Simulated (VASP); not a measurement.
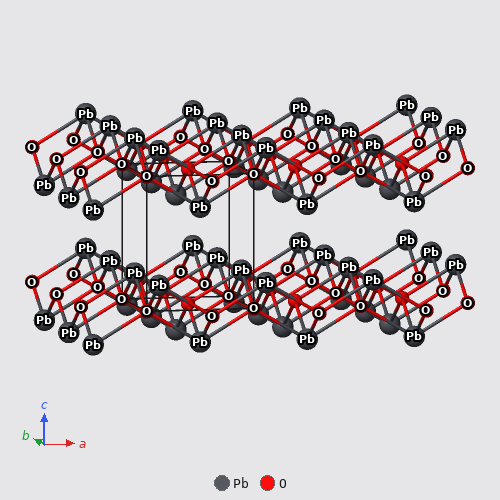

The compound is PbO (space group P4/nmm, No. 129), taken as coordinates from a relaxation with VASP 6.6.1, VASP Kohn-Sham DFT of a periodic cell, PBE with D3(BJ), VASP PAW PBE potentials, recommended.

Bonds are taken as O–Pb below 2.6 Å; no other contact counts. The graph is simplified in the usual way: terminal and isolated atoms are pruned, two-connected atoms become edges.

**What kind of net remains, and which atoms are its nodes?**

A uninodal 4-connected, two-periodic (layers) net: Pb and O are 4-connected nodes.

**Does the net have a name?**

It is the sql net, known from the square lattice.

**How do the layers lie?**

The layers lie parallel to (001).

**Give the first ten terms of the coordination sequence (nodes one, two, three … edges away).**

Pb and O: 4, 8, 12, 16, 20, 24, 28, 32, 36, 40.
